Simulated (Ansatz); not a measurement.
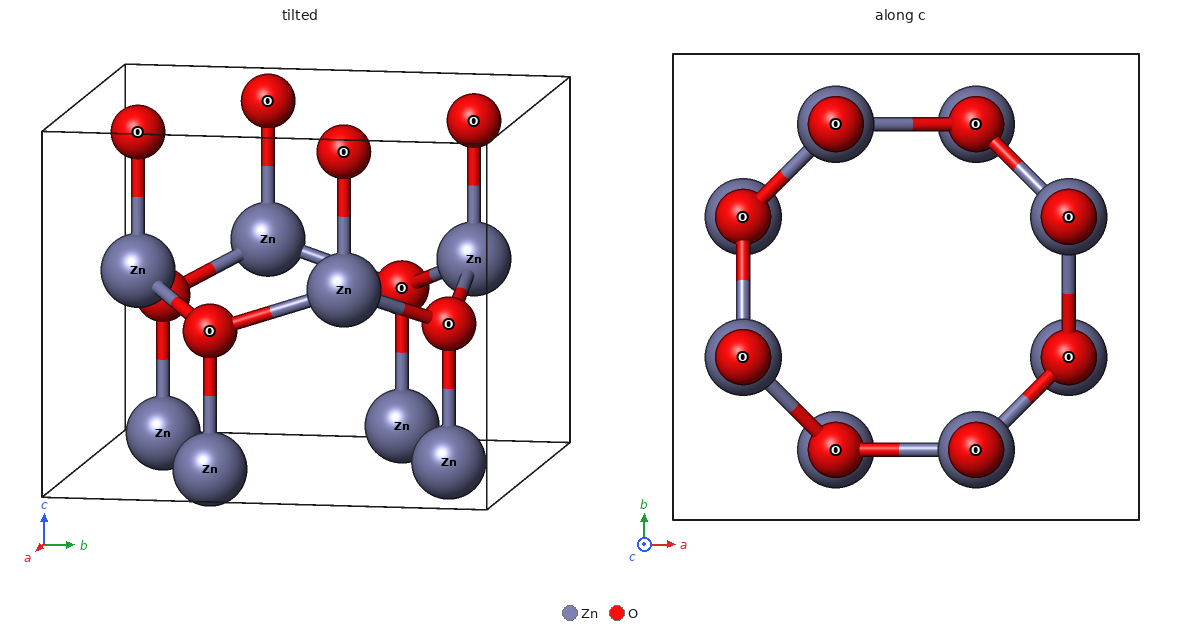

This ball-and-stick model is shown slightly off an axis and along the c axis. The edges of the conventional unit cell are marked. Cell: a = 6.46 Å, b = 6.46 Å, c = 5.29 Å, α = 90.00°, β = 90.00°, γ = 90.00°.

The structure was taken from a structure type filled with these elements by a generator (whether the compound takes this form wasn't checked). Earlier steps of the study may have refined or changed the cell and positions. It was run through Ansatz as a DFT input.

**Describe the crystal.**

The stoichiometry is ZnO. It takes space group I4cm (No. 108) on a body-centred tetragonal lattice. Atoms per cell: 16 (8 Zn, 8 O). Each Zn atom is coordinated by four O at about 1.9 to 2.1 Å. O bonds to four Zn at about 1.9 to 2.1 Å. The bonds build a three-dimensional framework.

Calculation details: DFT PBE, scalar-relativistic, plane waves, PAW in Ansatz 0.2.0; a plane-wave cutoff of 420 eV, k-points about 0.19 Å⁻¹ apart, Gaussian smearing of 0.02 eV, no spin polarisation.

**Metal or not?**

A semiconductor at this level, with a gap of 0.94 eV, direct.

**What does a Bader analysis give?**

Zn +1.21 e; O -1.21 e.

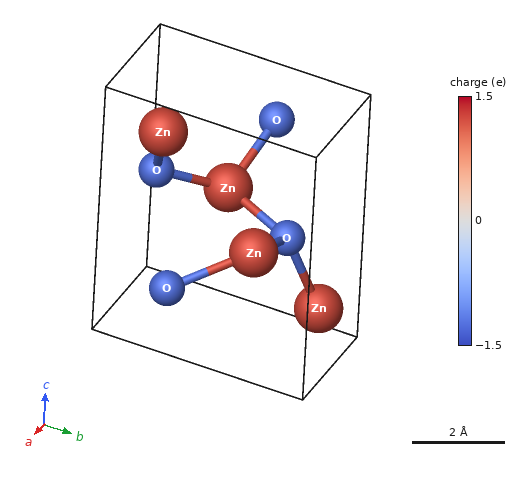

The atoms coloured by those charges. The run's cell of 8 atoms is drawn, so axes and origin can differ from the first picture.

**Has the structure come to rest?**

Yes. All forces vanish to within 0.01 eV/Å. The pressure is 0.0 GPa, close to zero.
